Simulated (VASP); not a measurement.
# Run report: Se, geometry relaxation (part 1 of 2)

System: Se (1 atom in the cell).
Method: Kohn-Sham DFT of a periodic cell, PBEsol, VASP PAW PBE potentials, recommended, no spin polarisation (VASP 6.6.1).

The structure derives from an entry of the Crystallography Open Database.

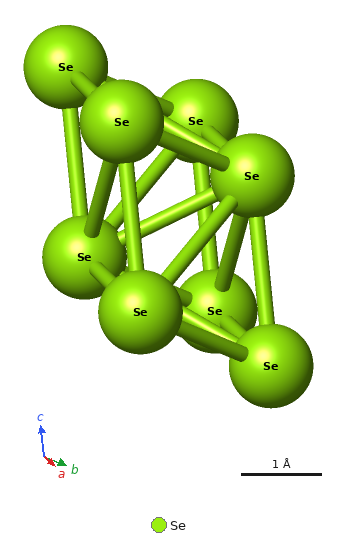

The input geometry (ball-and-stick view of the cell of the calculation, seen slightly off an axis). Near neighbours in the crystal (not all of them lie inside the picture): Se has 14 Se at 2.40 to 2.77 Å.

### INCAR
```
ALGO = Normal
EDIFF = 1E-7
EDIFFG = -0.002
ENCUT = 250
GGA = PS
IBRION = 2
ISIF = 3
ISMEAR = 0
LASPH = T
LCHARG = F
LREAL = F
LWAVE = F
NELM = 100
NSW = 80
PREC = Accurate
PSTRESS = 1875.0
SIGMA = 0.1
```

### KPOINTS
```
k-points
0
Gamma
  21 21 21
```

### POSCAR
```
Se                                      
1.0
    1.9616162016      1.1325398503      0.8014408814
   -1.9616162016      1.1325398503      0.8014408814
    0.0000000000     -2.2650796997      0.8014408803
  Se            
     1
Direct
     0.0000000000000000    0.0000000000000000    0.0000000000000000
```

Hardware: 1 thread of AMD EPYC (Zen 5), 450 GiB of memory available, shared host.

Run as:
```bash
cat potpaw_PBE.64/Se/POTCAR > POTCAR
mpirun -np 1 vasp_std > vasp.out
```

### OSZICAR
```
N       E                     dE             d eps       ncg     rms          rms(c)
DAV:   1     0.373126928587E+01    0.37313E+01   -0.22187E+03 14714   0.435E+02
DAV:   2    -0.447231437850E+00   -0.41785E+01   -0.39336E+01 17689   0.477E+01
DAV:   3    -0.463624474804E+00   -0.16393E-01   -0.16385E-01 14882   0.306E+00
DAV:   4    -0.463627643205E+00   -0.31684E-05   -0.31670E-05 18711   0.393E-02
DAV:   5    -0.463627642757E+00    0.44889E-09   -0.15799E-09 15078   0.180E-04    0.118E+01
DAV:   6    -0.437348287084E+00    0.26279E-01   -0.28758E-03 14889   0.426E-01    0.714E+00
DAV:   7    -0.423235255753E+00    0.14113E-01   -0.50940E-03 15141   0.592E-01    0.761E-02
DAV:   8    -0.423170483251E+00    0.64773E-04   -0.80991E-05 15456   0.676E-02    0.184E-02
DAV:   9    -0.423167709023E+00    0.27742E-05   -0.54921E-06 17402   0.171E-02    0.467E-03
DAV:  10    -0.423167413427E+00    0.29560E-06   -0.20014E-08 12502   0.151E-03    0.142E-03
DAV:  11    -0.423167461141E+00   -0.47714E-07   -0.25920E-09  7854   0.370E-04
   1 F= 0.12078875E+02 E0= 0.12079701E+02  d E =0.120789E+02
       N       E                     dE             d eps       ncg     rms          rms(c)
DAV:   1    -0.409582744067E+00    0.13585E-01   -0.89320E-04 15554   0.203E-01    0.324E-02
DAV:   2    -0.409572850119E+00    0.98939E-05   -0.14804E-05 15365   0.358E-02    0.194E-02
DAV:   3    -0.409568772617E+00    0.40775E-05   -0.10759E-05 14945   0.233E-02    0.350E-03
DAV:   4    -0.409568778112E+00   -0.54953E-08   -0.90442E-08 11627   0.288E-03
   2 F= 0.12078893E+02 E0= 0.12079710E+02  d E =0.179142E-04
       N       E                     dE             d eps       ncg     rms          rms(c)
DAV:   1    -0.420069863153E+00   -0.10501E-01   -0.53127E-04 15575   0.157E-01    0.250E-02
DAV:   2    -0.420063368703E+00    0.64944E-05   -0.88336E-06 15309   0.277E-02    0.149E-02
DAV:   3    -0.420060131826E+00    0.32369E-05   -0.64207E-06 14980   0.180E-02    0.271E-03
DAV:   4    -0.420060133265E+00   -0.14389E-08   -0.53400E-08  9205   0.221E-03
   3 F= 0.12078873E+02 E0= 0.12079697E+02  d E =-.178947E-05
       N       E                     dE             d eps       ncg     rms          rms(c)
DAV:   1    -0.419666243447E+00    0.39389E-03   -0.77402E-07 15617   0.598E-03    0.961E-04
DAV:   2    -0.419666248253E+00   -0.48065E-08   -0.12735E-08  6818   0.106E-03
   4 F= 0.12078873E+02 E0= 0.12079697E+02  d E =-.173772E-05
       N       E                     dE             d eps       ncg     rms          rms(c)
DAV:   1    -0.422283832507E+00   -0.26176E-02   -0.61519E-04 15687   0.164E-01    0.147E-02
DAV:   2    -0.422280166099E+00    0.36664E-05   -0.11597E-05 14098   0.317E-02    0.809E-03
DAV:   3    -0.422278241225E+00    0.19249E-05   -0.47284E-06 15246   0.155E-02    0.106E-03
DAV:   4    -0.422278248127E+00   -0.69023E-08   -0.11818E-07 10822   0.325E-03
   5 F= 0.12078876E+02 E0= 0.12079700E+02  d E =0.294989E-05
       N       E                     dE             d eps       ncg     rms          rms(c)
DAV:   1    -0.421277209570E+00    0.10010E-02   -0.90449E-05 15652   0.630E-02    0.572E-03
DAV:   2    -0.421276687292E+00    0.52228E-06   -0.17096E-06 14077   0.122E-02    0.314E-03
DAV:   3    -0.421276449877E+00    0.23742E-06   -0.70412E-07 15071   0.599E-03    0.416E-04
DAV:   4    -0.421276450647E+00   -0.77000E-09   -0.17621E-08  6951   0.126E-03
   6 F= 0.12078873E+02 E0= 0.12079697E+02  d E =0.227527E-06
```

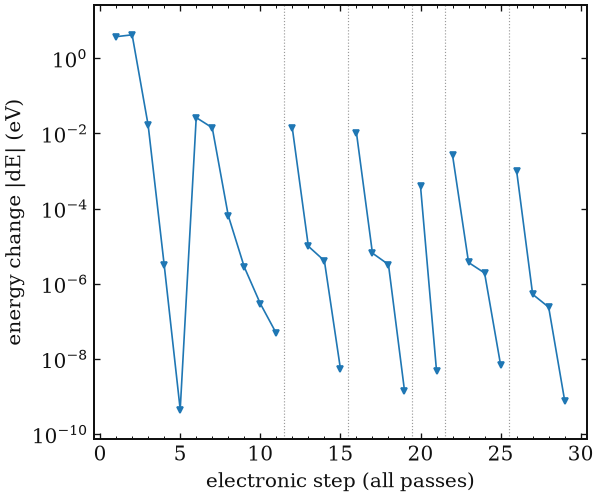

Convergence of the self-consistent field: energy change |dE| against the electronic step. Each stretch between dotted lines is the SCF of one geometry step of a relaxation. The 6 ionic steps take 2 to 11 electronic steps each. The density is held fixed in the first few steps, and dE rises again when its update begins.

### Parts of OUTCAR
```
EDIFF = 1E-7
   EDIFFG = -0.002
   ENCUT = 250
   GGA = PS
   IBRION = 2
   ISIF = 3
   ISMEAR = 0
   LASPH = T
   LREAL = F
   NELM = 100
   NSW = 80
   PREC = Accurate
   PSTRESS = 1875.0

 ion  position               nearest neighbor table
   1  0.000  0.000  0.000-

  LATTYP: Found a trigonal (rhomboedric) cell.
 ALAT       =     2.4026843574
 COS(alpha) =    -0.3331058477

  Lattice vectors:

 A1 = (   1.9616162016,   1.1325398503,   0.8014408814)
 A2 = (  -1.9616162016,   1.1325398503,   0.8014408814)
 A3 = (   0.0000000000,  -2.2650796997,   0.8014408803)

Analysis of symmetry for initial positions (statically):
=====================================================================
 Subroutine PRICEL returns:
 Original cell was already a primitive cell.

 Routine SETGRP: Setting up the symmetry group for a
 trigonal (rhombohedral) supercell.

 Subroutine GETGRP returns: Found 12 space group operations
 (whereof 12 operations were pure point group operations)
 out of a pool of 12 trial point group operations.

The static configuration has the point symmetry D_3d.

Analysis of symmetry for dynamics (positions and initial velocities):
=====================================================================
 Subroutine PRICEL returns:
 Original cell was already a primitive cell.

 Routine SETGRP: Setting up the symmetry group for a
 trigonal (rhombohedral) supercell.

 Subroutine GETGRP returns: Found 12 space group operations
 (whereof 12 operations were pure point group operations)
 out of a pool of 12 trial point group operations.

The dynamic configuration has the point symmetry D_3d.

 Subroutine INISYM returns: Found 12 space group operations
 (whereof 12 operations are pure point group operations),
 and found     1 'primitive' translations

----------------------------------------------------------------------------------------

                                     Primitive cell

  volume of cell :      10.6829

  direct lattice vectors                    reciprocal lattice vectors
     1.961616202  1.132539850  0.801440881     0.254891859  0.147161856  0.415917557
    -1.961616202  1.132539850  0.801440881    -0.254891859  0.147161856  0.415917557
     0.000000000 -2.265079700  0.801440880     0.000000000 -0.294323713  0.415917557

  length of vectors
     2.402684357  2.402684357  2.402684651     0.509523195  0.509523195  0.509523171

  position of ions in fractional coordinates (direct lattice)
     0.000000000  0.000000000  0.000000000

  ion indices of the primitive-cell ions
   primitive index   ion index
                 1           1

----------------------------------------------------------------------------------------

 KPOINTS: k-points

Automatic generation of k-mesh.
 Grid dimensions read from file:
 generate k-points for:   21   21   21

 Generating k-lattice:

  Cartesian coordinates                     Fractional coordinates (reciprocal lattice)
     0.012137708  0.007007707  0.019805598     0.047619048  0.000000000  0.000000000
    -0.012137708  0.007007707  0.019805598     0.000000000  0.047619048  0.000000000
     0.000000000 -0.014015415  0.019805598     0.000000000  0.000000000  0.047619048

  Length of vectors
     0.024263009  0.024263009  0.024263008

  Shift w.r.t. Gamma in fractional coordinates (k-lattice)
     0.000000000  0.000000000  0.000000000

 Subroutine IBZKPT returns following result:
 ===========================================

 Found    891 irreducible k-points:

 Following reciprocal coordinates:
            Coordinates               Weight
  0.000000  0.000000  0.000000      1.000000
  0.047619  0.000000  0.000000      6.000000
  0.095238 -0.000000  0.000000      6.000000
  0.142857 -0.000000  0.000000      6.000000
  0.190476 -0.000000  0.000000      6.000000
  0.238095 -0.000000  0.000000      6.000000
  0.285714  0.000000  0.000000      6.000000
  0.333333  0.000000  0.000000      6.000000
  0.380952 -0.000000  0.000000      6.000000
  0.428571  0.000000  0.000000      6.000000
  0.476190 -0.000000  0.000000      6.000000
  0.047619  0.047619  0.000000      6.000000
  0.095238  0.047619  0.000000     12.000000
  0.142857  0.047619  0.000000     12.000000
  0.190476  0.047619  0.000000     12.000000
  0.238095  0.047619  0.000000     12.000000
  0.285714  0.047619  0.000000     12.000000
  0.333333  0.047619  0.000000     12.000000
  0.380952  0.047619  0.000000     12.000000
  0.428571  0.047619  0.000000     12.000000
  0.476190  0.047619  0.000000     12.000000
 -0.476190  0.047619  0.000000     12.000000
 -0.428571  0.047619 -0.000000     12.000000
 -0.380952  0.047619 -0.000000     12.000000
 [... further k-points ...]
   k-points           NKPTS =    891   k-points in BZ     NKDIM =    891   number of bands    NBANDS=      7
   number of dos      NEDOS =    301   number of ions     NIONS =      1
   total plane-waves  NPLWV =   1728
   dimension x,y,z NGX =    12 NGY =   12 NGZ =   12
   dimension x,y,z NGXF=    24 NGYF=   24 NGZF=   24
   ions per type =               1
   NGX,Y,Z   is equivalent  to a cutoff of   8.30,  8.30,  8.30 a.u.
   NGXF,Y,Z  is equivalent  to a cutoff of  16.61, 16.61, 16.61 a.u.
 SYSTEM =  unknown system
   PREC   = accura    normal or accurate (medium, high low for compatibility)
   ISTART =      0    job   : 0-new  1-cont  2-samecut
   ICHARG =      2    charge: 1-file 2-atom 10-const
   ISPIN  =      1    spin polarized calculation?
   LNONCOLLINEAR =      F non collinear calculations
   LSORBIT =      F    spin-orbit coupling
   LASPH  =      T    aspherical Exc in radial PAW
   ENCUT  =  250.0 eV  18.37 Ry    4.29 a.u.   3.10  3.10  3.10*2*pi/ulx,y,z
   NELM   =    100;   NELMIN=  2; NELMDL= -5     # of ELM steps
   EDIFF  = 0.1E-06   stopping-criterion for ELM
   LREAL  =      F    real-space projection
   EDIFFG = -.2E-02   stopping-criterion for IOM
   NSW    =     80    number of steps for IOM
   IBRION =      2    ionic relax: 0-MD 1-quasi-New 2-CG
   NFREE  =      1    steps in history (QN), initial steepest desc. (CG)
   ISIF   =      3    stress and relaxation
   ISYM   =      2    0-nonsym 1-usesym 2-fastsym
   POTIM  = 0.5000    time-step for ionic-motion
   TEBEG  =    0.0;   TEEND  =   0.0 temperature during run
   PSTRESS= 1875.0 pullay stress
   NELECT =       6.0000    total number of electrons
   NUPDOWN=      -1.0000    fix difference up-down
   EMIN   =  10.00;   EMAX   =-10.00  energy-range for DOS
   EFERMI =   0.00;   METHOD = LEGACY
   ISMEAR =     0;   SIGMA  =   0.10  broadening in eV -4-tet -1-fermi 0-gaus
   EFERMI_NEDOS =   21; number of points for ismear=-14 and -15
   IALGO  =     38    algorithm
   IMIX   =      4    mixing-type and parameters
     AMIX     =   0.40;   BMIX     =  1.00
     AMIX_MAG =   1.60;   BMIX_MAG =  1.00
  volume/ion in A,a.u.               =      10.68        72.09
  Fermi-wavevector in a.u.,A,eV,Ry     =   1.350709  2.552470 24.822674  1.824415
  Thomas-Fermi vector in A             =   2.478191
   LORBIT       =      0    0 simple, 1 ext, 2 COOP (PROOUT), +10 PAW based schemes
   GGA     = PS    functional components
   LHFCALC =     F    Hartree Fock is set to
   AEXX    =    0.0000 exact exchange contribution
   IVDW    =     0    specifies the selected vdW correction
   LEPSILON=     F    determine dielectric tensor
   LRPA    =     F    only Hartree local field effects (RPA)
 conjugate gradient relaxation of ions
 non-spin polarized calculation
 Gauss-broadening in eV      SIGMA  =   0.10
  energy-cutoff  :      250.00
  volume of cell :       10.68
 maximum number of plane-waves:       104
   NGX =  7   NGY =  7   NGZ =  7

--------------------------------------- Ionic step        1  -------------------------------------------

 number of electron       5.9999989 magnetization

 Free energy of the ion-electron system (eV)
  ---------------------------------------------------
  ext. energy  EPLUGINS =         0.00000000
  ---------------------------------------------------
  free energy    TOTEN  =        -0.42316746 eV

  energy without entropy =       -0.42151506  energy(sigma->0) =       -0.42234126

------------------------ aborting loop because EDIFF is reached ----------------------------------------

  FORCE on cell =-STRESS in cart. coord.  units (eV):
  Direction    XX          YY          ZZ          XY          YZ          ZX
  --------------------------------------------------------------------------------------
  -------------------------------------------------------------------------------------
  Total       12.5001074     12.5001120     12.4833867      0.0000000      0.0000000      0.0000000
  in kB     1874.7098132   1874.7105017   1872.2021251      0.0000000      0.0000013      0.0000000
  external PRESSURE =      -1.1258533 kB  Pullay stress =    1875.0000000 kB

 VOLUME and BASIS-vectors are now :
 -----------------------------------------------------------------------------
  energy-cutoff  :      250.00
  volume of cell :       10.68
      direct lattice vectors                 reciprocal lattice vectors
     1.961616202  1.132539850  0.801440881     0.254891859  0.147161856  0.415917557
    -1.961616202  1.132539850  0.801440881    -0.254891859  0.147161856  0.415917557
     0.000000000 -2.265079700  0.801440880     0.000000000 -0.294323713  0.415917557

 POSITION                                       TOTAL-FORCE (eV/Angst)
 -----------------------------------------------------------------------------------
      0.00000      0.00000      0.00000         0.000000      0.000000     -0.000000
 -----------------------------------------------------------------------------------
    total drift:                               -0.000000     -0.000000      0.000000

  FREE ENERGIE OF THE ION-ELECTRON SYSTEM (eV)
  ---------------------------------------------------
  free  energy   TOTEN  =        -0.4231674611 eV

  energy  without entropy=       -0.4215150609  energy(sigma->0) =       -0.42234126

  enthalpy is  TOTEN    =        12.0788748354 eV   P V=       12.5020422965
```
